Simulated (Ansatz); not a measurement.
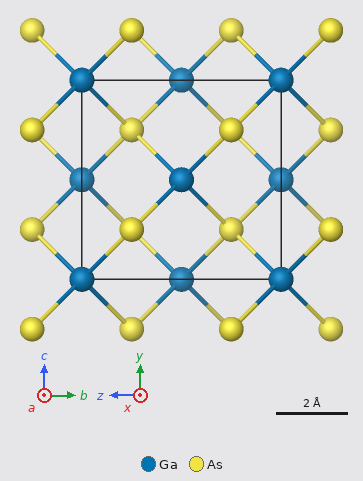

A scan of crystalline GaAs (F-43m): the cell is strained equally along x and y and separately along z, with the atoms kept at their fractional coordinates. x, y and z are the Cartesian axes of the input. The picture shows the reference cell. A ball-and-stick model of the conventional cell (4 times the calculation's cell), seen along the a axis. Lengths and directions refer to the drawn axes.

Level of theory: Ansatz 0.2.0, DFT PBE, scalar-relativistic, plane waves, PAW. Set-up: plane-wave cutoff 420 eV; k-point mesh 10 × 10 × 10; occupations gaussian; smearing width 0.05 eV; no spin polarisation. Energies (free energies at the smearing named) are counted from the cell as listed in its source, which wasn't relaxed.

Input
```yaml
crystal:
  lattice:
    - [0.0, 2.82685, 2.82685]
    - [2.82685, 0.0, 2.82685]
    - [2.82685, 2.82685, 0.0]
  atoms:
    - { symbol: Ga, position: [0.0, 0.0, 0.0] }
    - { symbol: As, position: [0.75, 0.75, 0.75] }
basis:
  ecutwfc: 420
kpoints:
  mp_grid: { grid: [10, 10, 10] }
hamiltonian:
  xc: pbe
scf:
  occupations: { method: gaussian, width: 0.05 }
output:
  forces: true
  stress: true
  eigenvalues: true
```

Command:
```bash
ansatz run input.yaml --threads 1 --pin off --max-ram 2560MiB --backend cpu --events-out ev --progress --plain --runs-dir out
```

Q: Predict the energy profile on a grid with rows −0.050, −0.025, 0.000, 0.025, 0.050 and columns −0.050, −0.025, 0.000, 0.025, 0.050 (strain along x and y; strain along z).

A: Rows: strain along x and y; columns: strain along z; values in meV/atom.

|  | −0.050 | −0.025 | 0.000 | 0.025 | 0.050 |
| --- | --- | --- | --- | --- | --- |
| −0.050 | 209.6 | 154.4 | 113.4 | 85.8 | 70.6 |
| −0.025 | 106.9 | 66.7 | 38.9 | 22.8 | 17.5 |
| 0.000 | 44.3 | 16.8 | 0.0 | −6.6 | −3.7 |
| 0.025 | 15.3 | −1.6 | −9.2 | −8.0 | 1.4 |
| 0.050 | 14.0 | 5.9 | 5.8 | 13.5 | 28.3 |

In pairs of (strain along x and y; strain along z): the lowest computed point lies at (0.025, 0.000) (−9.2 meV/atom), the highest at (−0.050, −0.050) (209.6 meV/atom). The valley is tilted: raising the in-plane strain is made harder by raising the strain along z (cross term 0.50 of the geometric mean of the two curvatures). Over the ranges scanned the energy rises more along the first axis, the in-plane strain. The pressure runs from −4.7 GPa at (0.050, 0.050) to 19.7 GPa at (−0.050, −0.050). The band gap on the mesh, 0.52 eV in the reference, closes at 3 of the 25 computed points.
